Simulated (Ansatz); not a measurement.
**Single-point calculation of TiC63 (part 1 of 2)**

TiC63 (defect cell, 64 atoms in the cell), computed with DFT PBE, scalar-relativistic, plane waves, PAW, spin-polarised (Ansatz 0.2.0).

The structure derives from an entry of the Crystallography Open Database.

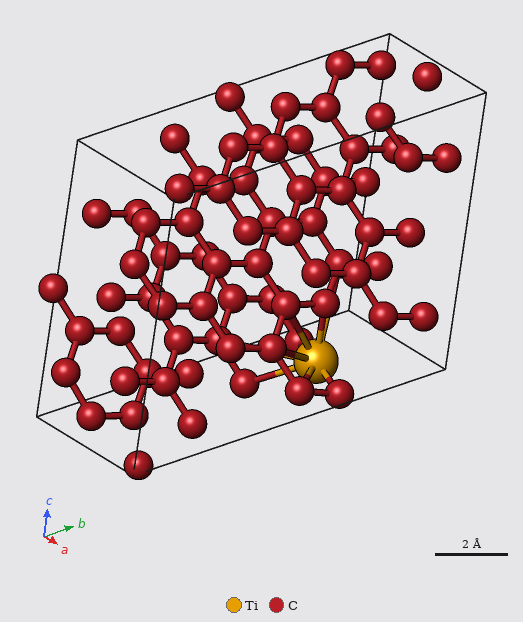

The input geometry (ball-and-stick view of the cell of the calculation, seen slightly off an axis). An atom can appear more than once, as a periodic image.

Results in brief:

- outcome: converged
- electrons treated: 264
- free energy: −18303.2649 eV
- Fermi energy: 7.661 eV
- gap on the k-point mesh: 0.48 eV
- net moment of the cell: 0.00 μB
- integrated absolute moment: 0.00 μB
- largest force (length of the vector): 0.052 eV/Å
- hardware: 4 threads of Arm Neoverse V1, 24 GiB of memory available, shared host
- wall time: 2.9 min (CPU time 12 min)
- peak memory: 3.2 GiB

The input:
```yaml
crystal:
  lattice:
    - [0.0, -4.254, -6.696]
    - [-4.912, 4.254, -6.696]
    - [4.912, 4.254, -6.696]
  atoms:
    - { symbol: Ti, position: [0.5613387083, 0.7155776964, 0.04542501] }
    - { symbol: C, position: [0.3839125991, 0.8090051571, 0.3240670999] }
    - { symbol: C, position: [0.1362745194, 0.8082580952, 0.5696744693] }
    - { symbol: C, position: [0.8894801821, 0.8080303823, 0.8157080503] }
    - { symbol: C, position: [0.4456664947, 0.5264969665, 0.0130530553] }
    - { symbol: C, position: [0.2011385895, 0.5303572398, 0.2663946869] }
    - { symbol: C, position: [0.9552406447, 0.5321637308, 0.517604642] }
    - { symbol: C, position: [0.7024219829, 0.5304711964, 0.7654674714] }
    - { symbol: C, position: [0.1352249888, 0.3052754321, 0.0688195609] }
    - { symbol: C, position: [0.8823247674, 0.306350721, 0.3177930143] }
    - { symbol: C, position: [0.6349887904, 0.3056821199, 0.5704353604] }
    - { symbol: C, position: [0.3825706669, 0.3051140142, 0.8181133083] }
    - { symbol: C, position: [0.9508452165, 0.0301555912, 0.0155752974] }
    - { symbol: C, position: [0.7027047953, 0.0308796735, 0.2663284307] }
    - { symbol: C, position: [0.4528284677, 0.0310370627, 0.5162791619] }
    - { symbol: C, position: [0.2003250113, 0.0299868421, 0.7651177604] }
    - { symbol: C, position: [0.1957250364, 0.778632284, 0.0137027669] }
    - { symbol: C, position: [0.9523329524, 0.7810448272, 0.2664501039] }
    - { symbol: C, position: [0.703813585, 0.7815711521, 0.5165485392] }
    - { symbol: C, position: [0.4480739197, 0.7791141198, 0.7629673395] }
    - { symbol: C, position: [0.8914267517, 0.5574816116, 0.0689201124] }
    - { symbol: C, position: [0.6380254004, 0.5582395964, 0.3248462172] }
    - { symbol: C, position: [0.3879507934, 0.5579492851, 0.5720397335] }
    - { symbol: C, position: [0.1381416066, 0.5572858973, 0.8197716195] }
    - { symbol: C, position: [0.7018578806, 0.279915439, 0.0158222851] }
    - { symbol: C, position: [0.4524093381, 0.2803222741, 0.2665122875] }
    - { symbol: C, position: [0.2043118829, 0.2815617687, 0.5172368834] }
    - { symbol: C, position: [0.9537523183, 0.2812872304, 0.766882185] }
    - { symbol: C, position: [0.374077102, 0.0507268404, 0.0622422351] }
    - { symbol: C, position: [0.1318416103, 0.0559641123, 0.3176451115] }
    - { symbol: C, position: [0.8817588026, 0.0558626684, 0.5674106668] }
    - { symbol: C, position: [0.6216871087, 0.0505709889, 0.8142052778] }
    - { symbol: C, position: [0.2948536322, 0.9716654, 0.2337364993] }
    - { symbol: C, position: [0.0506703635, 0.9736497736, 0.4852896299] }
    - { symbol: C, position: [0.7959577832, 0.9712922754, 0.7313515015] }
    - { symbol: C, position: [0.5205711476, 0.9633183848, 0.9693600388] }
    - { symbol: C, position: [0.1160014514, 0.6963898974, 0.1822734265] }
    - { symbol: C, position: [0.8713029354, 0.6984447375, 0.4339383576] }
    - { symbol: C, position: [0.6182996084, 0.6969273052, 0.6815643668] }
    - { symbol: C, position: [0.3587919113, 0.6931646813, 0.9275692827] }
    - { symbol: C, position: [0.8024077494, 0.4746131291, 0.2361845666] }
    - { symbol: C, position: [0.5545589515, 0.4730027741, 0.4907160575] }
    - { symbol: C, position: [0.3025826938, 0.4729842542, 0.7365076382] }
    - { symbol: C, position: [0.0565398068, 0.4722366832, 0.986159347] }
    - { symbol: C, position: [0.6184736752, 0.1969511424, 0.1826208025] }
    - { symbol: C, position: [0.3701503687, 0.1979415371, 0.4336456908] }
    - { symbol: C, position: [0.1199886694, 0.1978827272, 0.6833029857] }
    - { symbol: C, position: [0.8690861045, 0.1972486984, 0.9327002821] }
    - { symbol: C, position: [0.8682365179, 0.9472008451, 0.182512528] }
    - { symbol: C, position: [0.6198506527, 0.9479435724, 0.4330950587] }
    - { symbol: C, position: [0.366631672, 0.946894202, 0.6812612539] }
    - { symbol: C, position: [0.1151148243, 0.9463549468, 0.9309875069] }
    - { symbol: C, position: [0.5474255764, 0.7218774919, 0.248723499] }
    - { symbol: C, position: [0.303979418, 0.7254798343, 0.490150054] }
    - { symbol: C, position: [0.0567588651, 0.7248345865, 0.7354235473] }
    - { symbol: C, position: [0.8141818853, 0.7208644642, 0.9787955762] }
    - { symbol: C, position: [0.3661148388, 0.4455844873, 0.1824662488] }
    - { symbol: C, position: [0.1211004527, 0.448303343, 0.4342303312] }
    - { symbol: C, position: [0.8714461471, 0.4483010521, 0.6838386209] }
    - { symbol: C, position: [0.6172546351, 0.4455422803, 0.9311564397] }
    - { symbol: C, position: [0.0481180787, 0.2225015103, 0.2343415697] }
    - { symbol: C, position: [0.7989377364, 0.2227135293, 0.4841509325] }
    - { symbol: C, position: [0.5484507736, 0.2211239485, 0.7350168953] }
    - { symbol: C, position: [0.2987602406, 0.2210124905, 0.9841353502] }
magnetization:
  spin_polarized: true
basis:
  ecutwfc: 420
  fft_grid_basis: typed
kpoints:
  mp_grid: { grid: [2, 2, 2] }
hamiltonian:
  xc: pbe
  pseudopotentials: { kind: paw }
scf:
  occupations: { method: gaussian, width: 0.05 }
  n_extra_bands: 23
output:
  forces: true
  stress: false
  eigenvalues: true
  bader: false
  write_density: false
  volumetric_format: npy
  populations: true
  band_densities: [{ e_range: [-0.84, -0.23] }, { e_range: [0.23, 0.84] }]
  dos:
    e_range: [-30, 8]
    de: 0.02
    method: { smearing: { sigma: 0.03, scheme: gaussian } }
    projected: { site_lists: { C: [C], Ti: [Ti] } }
checkpoint:
  read: start.run
  write: ck
  compress: false
  write_wavefunctions: false
  write_every: 100000
```

Run as:
```bash
ansatz run input.yaml --threads 4 --pin off --max-ram 10240MiB --backend cpu --events-out ev --progress --plain --runs-dir out
```

Log:
```
Warning: checkpoint.read: spin seed differs: saved 76c25ebded23…, current ec00cef56297…; the loaded state replaces the seed-built initial guess (but the starting_ns of a DFT+U solve that opens without the state's occupation matrices), so the run may converge into the producing seed's basin, or, where the symmetry group that follows from this deck's starting moments and starting_ns does not hold the saved magnetisation, lose that magnetisation at its first build. Where atoms have moved since the state was saved, this difference can also decide whether moments are moved with them. A self-consistent run of this deck without the state starts from its starting moments and, under a DFT+U term, its starting_ns
scf.n_extra_bands = 23 over 132 filled bands (N_el = 264.0): the run solves 155 bands
Engine: ansatz 0.2.0, aarch64-unknown-linux-gnu
Pseudopotentials: kind: paw
Pseudopotential: Ti, paw, valence charge 12, recommended cutoff 420 eV (normal), Ti.paw.azcp
Pseudopotential: C, paw, valence charge 4, recommended cutoff 420 eV (normal), C.paw.azcp
Functional definition: PBE
  parameter kappa = 0.804
  parameter beta = 0.06672455060314922
  exchange = pbe_x(kappa = kappa, mu = beta*pi^2/3)
  correlation = pbe_c(beta = beta)
Crystal: 64 atoms, lattice volume = 559.669 Å³
Basis set: ecut = 420 eV, 10989 PW (Γ), exchange–correlation on 108×128×128 points (8 copies of the dense FFT grid, shifted against one another)
Bands: 155, of which v1, the nominal top of the filled ones, is band 132 counted from 1 (131 counted from 0)
Symmetry: 1 space group operations
Space group: P1 (ITA 1), of the structure as read, at distance tolerance 8.2e-5 Å
k-points: 8
Non-local potential: Ti, projectors of the file, l = 0: 3, l = 1: 2, l = 2: 3, l = 3: 1
Non-local potential: C, projectors of the file, l = 0: 2, l = 1: 2, l = 2: 1
PAW form: soft (Blöchl's): semilocal exchange-correlation on the pseudo side does not see the compensation charge
PAW one-centre angular grid: Ti, 590 points (default); XC on 64 Gauss nodes
PAW one-centre angular grid: C, 110 points (default); XC on 64 Gauss nodes
Initial density: read from a saved state, or passed on in memory by an earlier SCF of this step, an earlier step, the calling program or the single point that the run made first
Stability of the state it starts from, as read at its close in the collinear treatment: not read negative (Ritz values of 1 − χ₀K, real part plus size of imaginary part, from 0.95 to 0.96, by its mixing steps under no symmetry); its run was given moments
Initial wavefunctions: pseudopotential atomic-orbital guess
Functional: x = pbe(κ = 0.804, μ = 0.2195149727645171), c = pbe(β = 0.06672455060314922)
iter 1 solved again at ethr=6.71e-8 eV; its pass at ethr=3.10e-3 eV (dr2=1.77e-4 eV) is discarded
SCF iter   1: F=—  HF=-18303.265553 eV  |F-HF|=—  |Δ(HF+E_count)|=         —  Δρ=1.46e-6 (↑1.42e-6 ↓1.46e-6)  dr2=7.15e-8  dr2_m=3.12e-11  M=0.000 μB ∫|m|=0.000 μB  β_m=0.30  ethr=6.71e-8  ⟨swp⟩=4.2  Hψ=20426  notcnv=0
preconditioner: auto → Resta (q_TF=auto, 2.407 Å⁻¹)  ε∞=5.5  [insulator: Δε(μ)=0.478 eV  Ē_g=11.782 eV  σ=0.050 eV  W_gap=1.00  n_scr=132 (ndim 8)  ℏωp=25.1 eV  f_vac=0.008  D(μ)=0.00/eV (n_scr^D=0)  ε∞_Penn≈5.5]
spin=Collinear: Resta preconditioning applied to the charge; magnetization (m = ρ↑ − ρ↓) channel mixes plain (no charge-response kernel on spin).
SCF iter   2: F=—  HF=-18303.264925 eV  |F-HF|=—  |Δ(HF+E_count)|=   6.29e-4  Δρ=6.52e-7 (↑6.28e-7 ↓6.52e-7)  dr2=1.08e-8  dr2_m=2.27e-11  M=0.000 μB ∫|m|=0.000 μB  β_m=0.34  ethr=2.71e-11  ⟨swp⟩=10.4  Hψ=10600  notcnv=0
SCF iter   3: F=-18303.264925 eV  HF=-18303.264925 eV  |F-HF|=5.38e-9  |Δ(HF+E_count)|=   4.94e-9  Δρ=4.36e-7 (↑4.29e-7 ↓4.36e-7)  dr2=5.20e-9  dr2_m=1.51e-11  M=0.000 μB ∫|m|=0.000 μB  ethr=4.11e-12  ⟨swp⟩=1.0  Hψ=5024  notcnv=0
SCF 1 converged in 3 iterations: F = -18303.264925 eV  dr2 = 5.20e-9
  greatest PAW one-centre occupation: 0.999 electrons in one spin orbital (limit 2), on the Ti atom at site 0 (counted from 0), in its partial waves of l = 0
SCF converged after 3 iterations
Magnetization: 0.0000 μB (132.0000 up, 132.0000 down)
Absolute magnetization: 0.0000 μB (∫|ρ↑−ρ↓|, with the PAW one-centre terms)
Spin contamination: 0.0000 ħ² per cell (⟨S²⟩ above its minimum at these occupations)
Per-site moments (μB) at R_I (Å): [(-6.065474072081182e-8, 0.7778009942796764), (-3.2087609825975857e-7, 0.5725343321970982), (-4.16519702650367e-7, 0.5793187689425788), (-3.175238341747727e-7, 0.5723029568391383), (-6.555555902190216e-8, 0.5872268543564793), (-7.24680360995761e-8, 0.5841962541291232), (-8.08497370974356e-8, 0.5845190790568521), (-7.767849088462425e-8, 0.5842090870939836), (-4.4341896493298454e-7, 0.5812533299764037), (-3.881379466252405e-7, 0.5844209582144366), (-4.462586194438554e-7, 0.5812793222477166), (-4.32026308955074e-7, 0.5838908682587912), (-7.824842753401968e-8, 0.5838530451827451), (-7.00604723299301e-8, 0.5844117139329082), (-7.414081126080298e-8, 0.5838943680933877), (-7.89824387752646e-8, 0.5844055057801174), (-6.878529296731305e-8, 0.5848940836987164), (-7.065301628108441e-8, 0.5836379365008341), (-7.552929194117289e-8, 0.5838076356685178), (-6.710829591519318e-8, 0.584902935281227), (-2.5417222170943257e-7, 0.5776788232681067), (-2.4701459852344285e-7, 0.5777245892363664), (-4.351336466154291e-7, 0.5825751096074336), (-4.322989202471149e-7, 0.5826647894711029), (-8.06971157880941e-8, 0.5843841031319316), (-7.985185048705435e-8, 0.5844080162000033), (-7.575757800642097e-8, 0.5844399619109576), (-7.879293194671252e-8, 0.5845254465850083), (-3.8034600411711644e-7, 0.5810880059410422), (-3.8001340579787263e-7, 0.5813930857121185), (-3.82997001522187e-7, 0.5812640718770894), (-3.7329903363809033e-7, 0.5810550260764435), (3.962934271316343e-7, 0.5813930857121185), (3.590965322709916e-7, 0.5846133618009103), (4.039136790195281e-7, 0.5812640718770894), (2.441448473610923e-7, 0.5810550260764435), (6.229014747988035e-8, 0.5836379365008341), (6.904996090749915e-8, 0.5845131548683177), (6.391495258509218e-8, 0.5838076356685178), (5.534192531408558e-8, 0.5877317303195229), (3.013751900270103e-7, 0.5849019228338), (4.4324034287761583e-7, 0.5812793222477166), (4.2206554484886106e-7, 0.5825751096074336), (4.4003124047495737e-7, 0.5812533299764037), (7.145413430917663e-8, 0.5844886456289671), (6.418375074592823e-8, 0.5843706977994069), (6.437002629195298e-8, 0.5844055057801174), (7.12401085919879e-8, 0.5842959060821539), (5.490549112783181e-8, 0.5844117139329082), (5.598414179292872e-8, 0.5844168981259107), (6.729644900738487e-8, 0.5838943680933877), (7.495874015044197e-8, 0.5838530451827451), (1.3352800893093262e-7, 0.5725343321970982), (4.247730914131187e-7, 0.5793187689425788), (4.222217232632697e-7, 0.5793190877494103), (1.2367026813679427e-7, 0.5723029568391383), (6.746046808994271e-8, 0.5846147828522164), (6.797452038068037e-8, 0.5841962541291232), (7.348501853144422e-8, 0.5842090870939836), (6.648417886020742e-8, 0.5845526388476533), (3.896917345372753e-7, 0.5845203487835047), (3.8238755773076084e-7, 0.5844209582144366), (4.5848231081124785e-7, 0.5835923648412487), (4.6030649847325655e-7, 0.5836238988150035)]
Free energy (F): -18303.264925 eV
Harris-Foulkes:  -18303.264925 eV  (|F-HF|=5.38e-9)
Internal energy: -18303.264925 eV  (E = F + TS)
E sigma→0 (E₀):  -18303.264925 eV
Fermi energy:    7.661252 eV
--- Per-component energies (eV) ---
  E_band       = -654.487365
  E_kinetic    = 6038.391500
  E_local      = -10786.596216  (includes V_loc(G=0)·N_el)
  E_nonlocal   = 1736.563573
  E_hartree    = 3421.327802
  E_xc         = -3132.886197
  E_vxc        = -3881.301352  (∫ρ·V_xc dr)
  E_paw        = -7309.774612  (= ΣΔE_a)
  E_vpaw       = -604.199531  (= ΣTr[D̂ρ^β])
  E_aug_tail   = 0.000619  (compensation charges beyond the density's cutoff)
  E_ewald      = -8270.291392
  E_smearing   = -0.000000  (= −TS)
  E_closure    = -0.000000  (closes the sum)
  Σ components = -18303.264925   (vs F -18303.264925, Δ=0.00e0)
```
